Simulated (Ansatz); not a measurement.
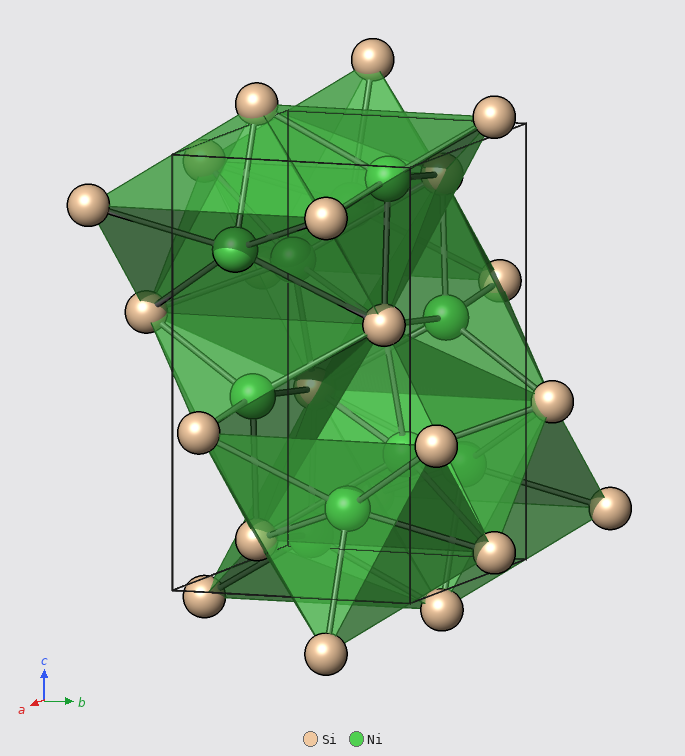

Drawn in the polyhedral manner and seen slightly off an axis. The conventional unit cell is drawn as a box. Some atoms of the next cells are drawn as well.

SiNi₂, space group Pnma (No. 62), a = 4.89 Å, b = 3.82 Å, c = 6.62 Å, α = 90.00°, β = 90.00°, γ = 90.00°.

Level of theory: Ansatz, DFT LDA, scalar-relativistic, plane waves, PAW. Settings were an energy cutoff of 420 eV, k-points about 0.19 Å⁻¹ apart, Gaussian smearing of 0.1 eV, no spin polarisation (a spin-restricted run, not always the ground state).

Is the electronic structure metallic or gapped?

Answer. A metal: bands cross the Fermi level.

Under what pressure is the structure?

Answer. The computed pressure is 1.2 GPa (compressed: it would expand). The stress isn't hydrostatic: its largest component is 10.7 GPa.

The initial geometry was a structure listed in the Materials Project. The cell was then strained or its atoms displaced on purpose. Ansatz was used for an electronic-structure calculation on it.
